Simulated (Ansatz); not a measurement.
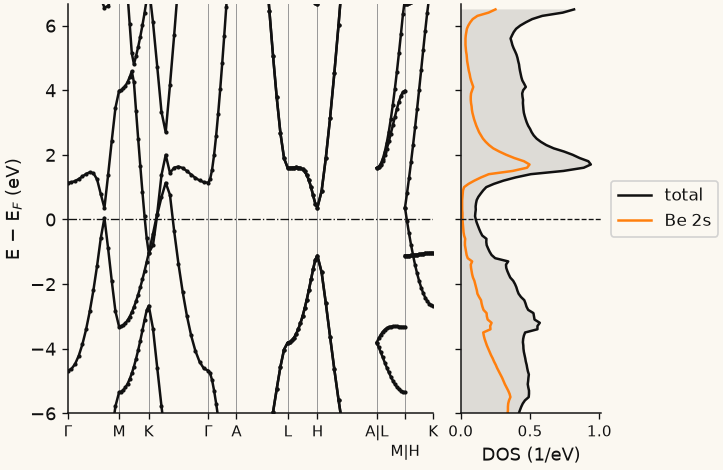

Band structure and density of states. Energies are counted from the Fermi level. The partial curves are projected on Löwdin-orthogonalised atomic shells; they sum to less than the total at higher energies, where shells without a projector contribute.

System: Be, space group P6_3/mmc, 2 atoms in the cell.

```cif
data_structure
_symmetry_space_group_name_H-M 'P6_3/mmc'
_symmetry_Int_Tables_number 194
_cell_length_a 2.2650
_cell_length_b 2.2650
_cell_length_c 3.5611
_cell_angle_alpha 90.000
_cell_angle_beta 90.000
_cell_angle_gamma 120.000
_cell_volume 15.82
loop_
_atom_site_label
_atom_site_type_symbol
_atom_site_symmetry_multiplicity
_atom_site_Wyckoff_symbol
_atom_site_fract_x
_atom_site_fract_y
_atom_site_fract_z
_atom_site_occupancy
Be1 Be 2 c 0.33333 0.66667 0.25000 1
```

Ansatz; DFT r2SCAN, scalar-relativistic, plane waves, PAW, no spin polarisation, 24×24×12 k mesh.

Does this material conduct, going by its bands?

Answer. A metal: 2 bands cross the Fermi level along this path.

What is the density of states at the Fermi level?

Answer. The density of states at the Fermi level is about 0.11 per eV and cell (mean within 0.25 eV), or 0.055 per atom.
